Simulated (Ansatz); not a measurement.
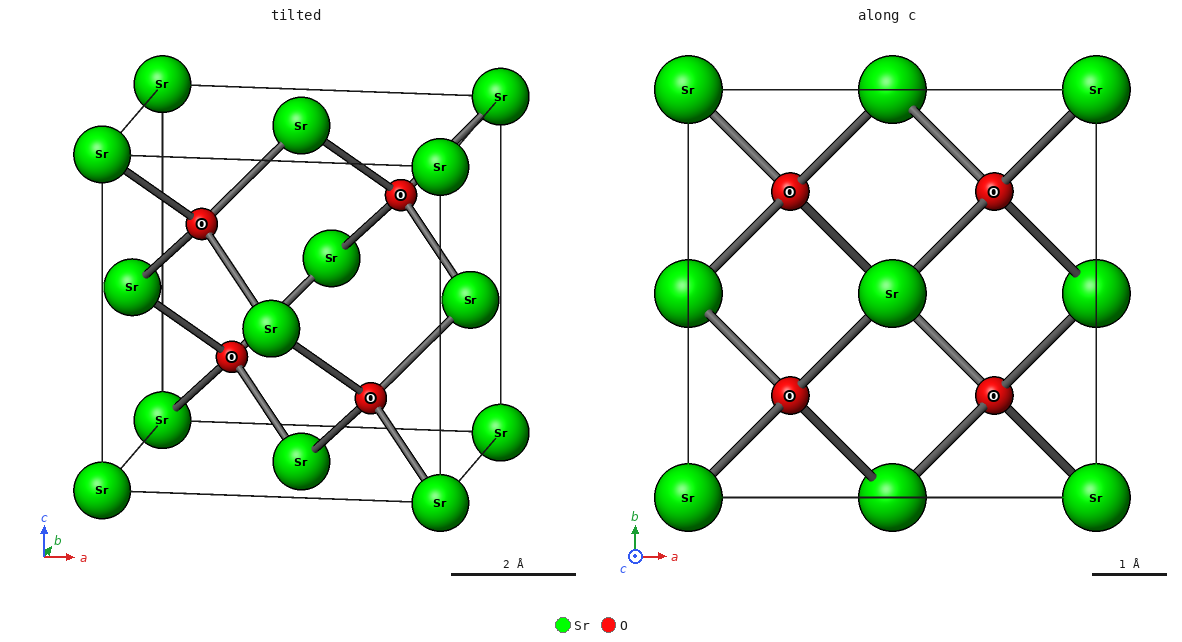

A ball-and-stick rendering, viewed slightly off an axis and along the c axis. The conventional unit cell is drawn as a box.

SrO, zinc blende (sphalerite type), space group F-43m (No. 216), a = 5.585 Å, b = 5.585 Å, c = 5.585 Å, α = 90.00°, β = 90.00°, γ = 90.00°. The starting point was a structure type filled with these elements by a generator (whether the compound takes this form wasn't checked). Earlier steps of the study may have refined or changed the cell and positions. Ansatz was used for an electronic-structure calculation on it.

This one geometry was computed with Ansatz (DFT, plane waves, PAW) at three levels of theory: PBE, r2SCAN and HSE06. It was relaxed beforehand with r2SCAN.

Q: How does the band gap change with the level of theory?

A: PBE: a gap of 2.52 eV, indirect; r2SCAN: a gap of 2.89 eV, indirect; HSE06: a gap of 3.85 eV, indirect.

Q: Collect the results in a table.

A:
| level | cutoff (eV) | k-mesh of the run's cell | gap (eV) | pressure (GPa) |
| --- | --- | --- | --- | --- |
| PBE | 420 | 8×8×8 | 2.52 | 1.0 |
| r2SCAN | 500 | 8×8×8 | 2.89 | 0.0 |
| HSE06 | 420 | 6×6×6 | 3.85 | -0.3 |

Gaps are taken on the k-mesh or band path of each run.
